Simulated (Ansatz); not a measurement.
Run report: Al$_{2}$Cu, geometry relaxation (part 2 of 2)

The same run, continued: Al$_{2}$Cu (P4/mmm, 3 atoms in the cell); DFT r2SCAN, scalar-relativistic, plane waves, PAW, no spin polarisation (Ansatz 0.2.0); cutoff 500 eV, 10×10×14 k-mesh, Gaussian smearing of 0.1 eV. The structure derives from a Materials Project entry.

Geometry of the input (Å; fractional positions):
```
4.1052  0.0000  0.0000
0.0000  4.1052  0.0000
0.0000  0.0000  2.8913
Al 0.5000  0.0000  0.5000
Al 0.0000  0.5000  0.5000
Cu 0.0000  0.0000  0.0000
```

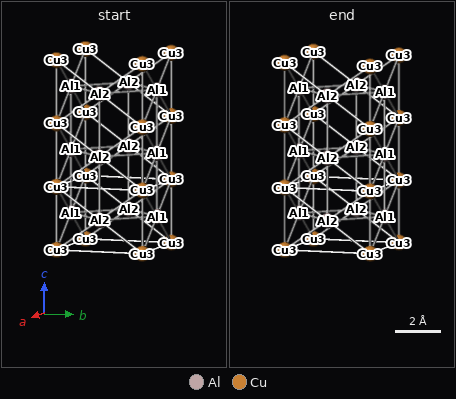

Fig. 1: Before (left) and after (right) the relaxation, at one scale (ball-and-stick view of the cell of the calculation, repeated 1 × 1 × 3, seen slightly off an axis). No atom moves by more than 0.005 Å relative to the cell. Cell: a = b 4.105 → 4.088 Å (−0.4 %), c 2.891 → 2.851 Å (−1.4 %). Volume −2.2 %. Among the contacts that change: Al1–Al1 2.891 → 2.851 Å, Cu3–Cu3 2.891 → 2.851 Å, Al1–Cu3 2.511 → 2.492 Å, Al1–Al2 2.903 → 2.891 Å. The space group stays P4/mmm (No. 123). Over 2 geometry steps the energy falls by 2.8 meV per atom. All forces vanish by symmetry, so only the cell relaxes. Pressure: −2.16 GPa at the start and 0.02 GPa at the end. A last SCF at the same geometry on a re-selected plane-wave basis shifts the energy by +0.1 meV per atom. (Atoms are counted from 1 in the order of the input.)

```
basis re-selected at this cell: Δ(F+E_penalty+E_count) = +1.521e-4 eV, ΔP = -0.003 GPa vs the last step (what re-selecting the basis moved, of the pressure what is left beyond the Pulay correction that the steps carried, after the strain that the cell walked since its last selection, with what the two solves' SCF thresholds leave and, on support functions, any second-order correction that the steps lacked; it is no measure of the basis error at this ecutwfc). This SCF's stress stands 2.68e-2 GPa from its target on what of the cell is left free (relax.cell.stress_tol is 5.00e-2 GPa) and its largest allowed force component is 3.49e-31 eV/Å (relax.f_tol is 5.00e-3 eV/Å): within both
SCF converged after 8 iterations
Free energy (F): -7712.183941 eV
Harris-Foulkes:  -7712.183941 eV  (|F-HF|=5.46e-12)
Internal energy: -7712.179169 eV  (E = F + TS)
E sigma→0 (E₀):  -7712.181555 eV
Entropy (-TS):   -0.004772 eV (-1.591 meV/atom)
Fermi energy:    9.549529 eV
--- Per-component energies (eV) ---
  E_band       = -519.482587
  E_kinetic    = 345.976977
  E_local      = -6169.874299  (includes V_loc(G=0)·N_el)
  E_nonlocal   = 408.256810
  E_hartree    = 2780.575732
  E_xc         = -158.060322
  E_vxc        = -188.884587  (∫ρ·V_xc dr)
  E_paw        = -2619.042032  (= ΣΔE_a)
  E_vpaw       = -488.123072  (= ΣTr[D̂ρ^β])
  E_aug_tail   = 0.000143  (compensation charges beyond the density's cutoff)
  E_vtau       = 12.014164  (kinetic-family band-sum trace: ∫τ·v_τ [+ j·A + Jᵃ·Aᵃ] dr)
  E_ewald      = -2299.590853
  E_core_change = -0.421324  (= ΣΔE_core)
  E_smearing   = -0.004772  (= −TS)
  E_closure    = 0.000000  (closes the sum)
  Σ components = -7712.183941   (vs F -7712.183941, Δ=0.00e0)
--- Forces (eV/Å), atoms counted from 1 ---
  atom   1  Al    -0.00000000     0.00000000     0.00000000
  atom   2  Al     0.00000000     0.00000000     0.00000000
  atom   3  Cu    -0.00000000     0.00000000     0.00000000
  max |Σ_I F_I| component: 7.27e-31 eV/Å
--- Stress (GPa, compression-positive) ---
        0.026805       0.000000       0.000000
        0.000000       0.026805       0.000000
        0.000000       0.000000       0.016514
  P = ⅓ Tr σ = 0.0234 GPa (0.234 kbar)
--- Band table (eV; the first three rows and the last of 168) ---
  k-point 0: bands = ["-108.4609", "-64.2676", "-64.2676", "-64.2454", "-1.7070", "3.8790", "4.3924", "5.0854", "5.3629", "5.3629", "6.8879", "6.8879", "9.6561", "10.5544", "16.2039", "16.2039", "16.2940"]
  k-point 1: bands = ["-108.4608", "-64.2675", "-64.2675", "-64.2462", "-1.6062", "3.9121", "4.4301", "5.0957", "5.2502", "5.2502", "7.0821", "7.0821", "9.7114", "10.6148", "14.5841", "16.2945", "16.2945"]
  k-point 2: bands = ["-108.4607", "-64.2673", "-64.2673", "-64.2484", "-1.3053", "4.0055", "4.5318", "5.0133", "5.0133", "5.1243", "7.5659", "7.5659", "9.8809", "10.7897", "12.5508", "16.5563", "16.5563"]
  k-point 167: bands = ["-108.4600", "-64.2663", "-64.2663", "-64.2612", "3.7437", "3.7437", "5.0314", "5.1367", "5.4441", "5.8012", "7.0501", "7.0501", "8.5983", "8.7136", "9.7775", "9.7775", "12.2566"]
--- Relaxed structure (3 steps of the walk, 3 accepted, 1 SCFs on fresh bases) ---
  F+E_penalty+E_count = -7712.18394130 eV   max|allowed force component| = 3.492e-31 eV/Å   (the final SCF, on the basis selected at the relaxed cell)
  cell:  # Å, volume = 47.6513 Å³
    - [4.088028281468192, 1.0823214335409618e-34, 0.0]
    - [1.0823214335409618e-34, 4.088028281468192, 0.0]
    - [0.0, 0.0, 2.8513253938878145]
  atoms:
    - { symbol: Al, position: [0.5, -7.63584075491282e-39, 0.5] }
    - { symbol: Al, position: [1.4355380619232949e-36, 0.5, 0.5] }
    - { symbol: Cu, position: [-7.177690309616481e-37, -3.6270243585827967e-37, 0.0] }
```

**Trajectory as extended XYZ (Å, eV, eV/Å), 4 frames, from step=1 to step=4**
```
3
Lattice="4.1052 0.0000 0.0000 0.0000 4.1052 0.0000 0.0000 0.0000 2.8913" Properties=species:S:1:pos:R:3:forces:R:3 step=1 energy=-7712.17564 pressure_GPa=-2.16
Al    2.0526    0.0000    1.4457    0.0000   0.0000   0.0000
Al    0.0000    2.0526    1.4457    0.0000   0.0000   0.0000
Cu    0.0000    0.0000    0.0000    0.0000   0.0000   0.0000
3
Lattice="4.0932 0.0000 0.0000 0.0000 4.0932 0.0000 0.0000 0.0000 2.8622" Properties=species:S:1:pos:R:3:forces:R:3 step=2 energy=-7712.18342 pressure_GPa=-0.62
Al    2.0466    0.0000    1.4311    0.0000   0.0000   0.0000
Al    0.0000    2.0466    1.4311    0.0000   0.0000   0.0000
Cu    0.0000    0.0000    0.0000    0.0000   0.0000   0.0000
3
Lattice="4.0880 0.0000 0.0000 0.0000 4.0880 0.0000 0.0000 0.0000 2.8513" Properties=species:S:1:pos:R:3:forces:R:3 step=3 energy=-7712.18409 pressure_GPa=0.03
Al    2.0440    0.0000    1.4257    0.0000   0.0000   0.0000
Al    0.0000    2.0440    1.4257    0.0000   0.0000   0.0000
Cu    0.0000    0.0000    0.0000    0.0000   0.0000   0.0000
3
Lattice="4.0880 0.0000 0.0000 0.0000 4.0880 0.0000 0.0000 0.0000 2.8513" Properties=species:S:1:pos:R:3:forces:R:3 step=4 energy=-7712.18394 pressure_GPa=0.02
Al    2.0440    0.0000    1.4257    0.0000   0.0000   0.0000
Al    0.0000    2.0440    1.4257    0.0000   0.0000   0.0000
Cu    0.0000    0.0000    0.0000    0.0000   0.0000   0.0000
```

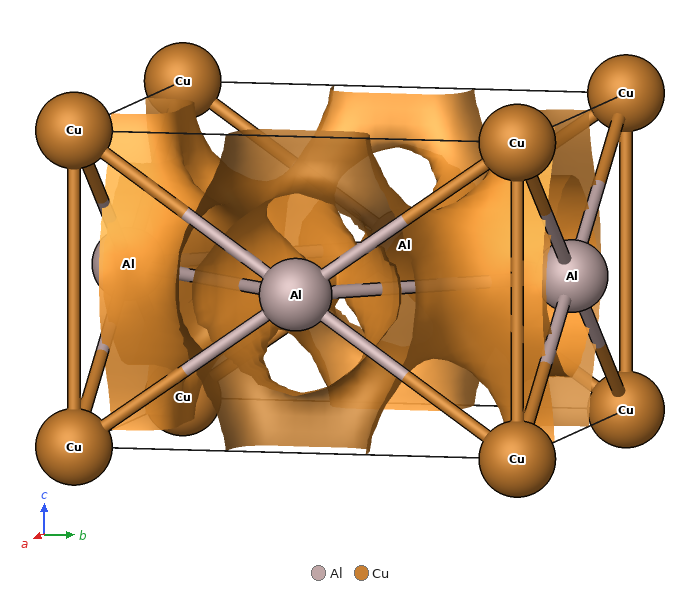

Fig. 2: Isosurface of the electron localisation function at 0.55 (orange), seen slightly off an axis. Core shells and regions of very low density are left out. Sticks mark near contacts. The outline is the cell set on symmetry axes. Values along the shortest contacts: Al–Cu (2.49 Å): the ELF peaks at about 0.60 between the atoms. Al–Al (2.85 Å): the ELF peaks at about 0.65 between the atoms. The fields are those of the smooth PAW valence density.

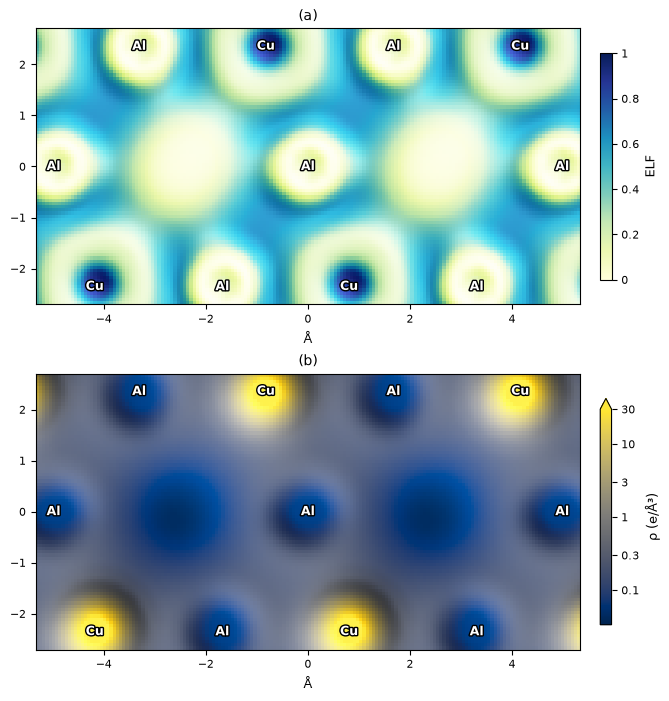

Fig. 3: (a) ELF; (b) valence electron density on the (111) plane of the conventional cell. Atoms in the plane: Al and Cu. Al–Cu (2.49 Å): the density is about 0.31 e/Å³ at the midpoint; the ELF peaks at about 0.60 between the atoms. Away from the nuclei the density in this plane falls to 0.03 e/Å³ at its lowest. The strong features right at Cu lie inside the PAW spheres (semicore, d or f shells) and say nothing about bonding.

**Key numbers**

- outcome: converged
- space group (tolerance 0.01 Å): P4/mmm (123)
- electrons treated: 25
- free energy: −7712.1839 eV
- Fermi energy: 9.550 eV
- gap on the k-point mesh: none (metallic)
- pressure: 0.02 GPa
- final volume: 47.65 Å³
- largest force (length of the vector) at the end: under 0.001 eV/Å
- final cell: a = 4.088 Å, b = 4.088 Å, c = 2.851 Å, α = 90.00°, β = 90.00°, γ = 90.00°
- hardware: 2 threads of Intel Xeon @ 2.50GHz (Skylake/Cascade Lake), 189 GiB of memory available, shared host
- wall time: 75 s (CPU time 2.4 min)
- peak memory: 0.59 GiB
